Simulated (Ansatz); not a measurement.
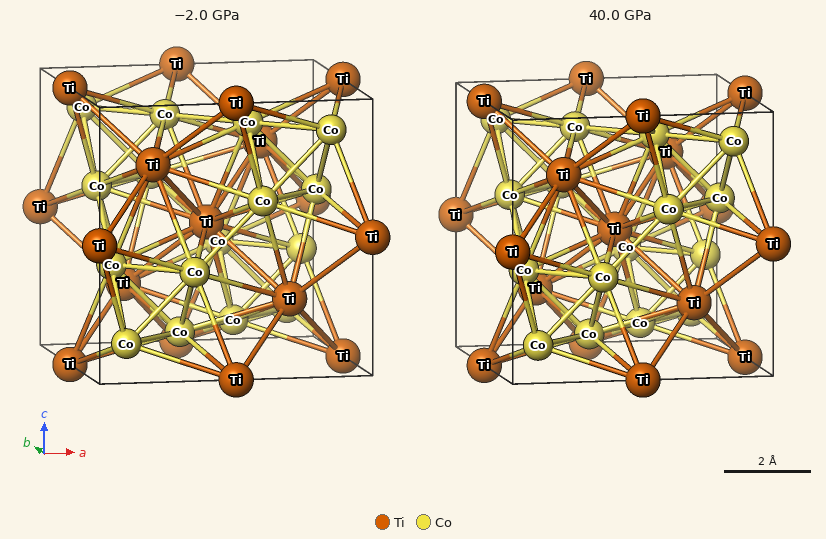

A crystal of TiCo$_{2}$ (set up in Fd-3m), relaxed (cell and atoms) at several target pressures. The picture shows the first and the last member. A ball-and-stick model of the conventional cell (4 times the calculation's cell), seen slightly off an axis. Lengths and directions refer to the drawn axes.

Computed with Ansatz 0.2.0: DFT PBEsol, scalar-relativistic, plane waves, PAW. Set-up: plane-wave cutoff 420 eV; k-point mesh 10 × 10 × 10; occupations gaussian; smearing width 0.1 eV; no spin polarisation; cell and atoms relaxed; force threshold 0.008 eV/Å.

```json
{"pressure (GPa)": "−2.0", "volume (Å³/atom)": "11.828", "a (Å)": "6.572"}
{"pressure (GPa)": "0.0", "volume (Å³/atom)": "11.723", "a (Å)": "6.553"}
{"pressure (GPa)": "2.0", "volume (Å³/atom)": "11.623", "a (Å)": "6.534"}
{"pressure (GPa)": "5.0", "volume (Å³/atom)": "?", "a (Å)": "?"}
{"pressure (GPa)": "10.0", "volume (Å³/atom)": "11.267", "a (Å)": "6.467"}
{"pressure (GPa)": "20.0", "volume (Å³/atom)": "10.892", "a (Å)": "6.394"}
{"pressure (GPa)": "40.0", "volume (Å³/atom)": "10.293", "a (Å)": "6.275"}
```

**Estimate the missing row from the others, and compare with the calculation.**

Murnaghan's form V = V₀(1 + B′P/B₀)^(−1/B′), with V₀ = 11.723 Å³ from the row at zero pressure, fits the other rows with B₀ = 232 GPa and B′ = 4.14 (largest miss 0.002 Å³). At 5.0 GPa it gives 11.723 × (1 + 4.14 × 5.0/232)^(−1/4.14) = 11.483 Å³ per atom. The calculation gives 11.481 Å³/atom (a = 6.507 Å). The estimate is 0.002 Å³/atom too high. From the first member to the last: Ti–Ti 2.846 → 2.717 Å, Co–Ti 2.725 → 2.601 Å, Co–Co 2.324 → 2.218 Å.

The whole series:

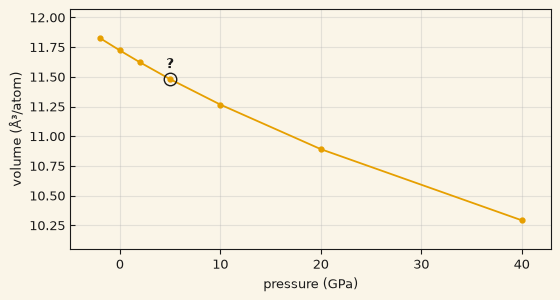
